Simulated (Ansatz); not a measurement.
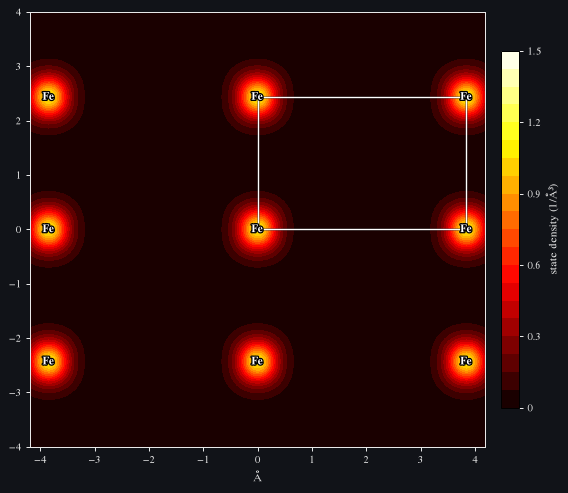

Figure. Fe. Density of the Kohn–Sham states from −1.2 to 0.0 eV about the Fermi level (the filled states just under the Fermi level), scaled to one electron a cell: a map on the (11̄0) plane of the conventional cell.

Space group P6_3/mmc; the calculation finds a residual pressure of about −11 GPa at this fixed cell; computed without spin polarisation. This isn't the usual form at ambient conditions. The cell comes from a database of computed structures, not from a measurement.

Theory: Ansatz 0.2.0, DFT LDA, scalar-relativistic, plane waves, PAW.

Core electrons are frozen (PAW), so the fields are smoothed inside the atomic spheres.

```
Fe
1.0
     2.43416    0.00000    0.00000
    -1.21708    2.10804    0.00000
     0.00000    0.00000    3.84193
Fe
2
Cartesian
  0.0000 1.4054 0.9605
  1.2171 0.7027 2.8815
```

Question: Describe these states.

Answer: Löwdin projections on the PAW files' atomic orbitals give Fe 3d (over 95 %).

The run took 3.1 s on 1 thread of Arm Neoverse V2, on a shared host, peak memory 0.32 GiB.
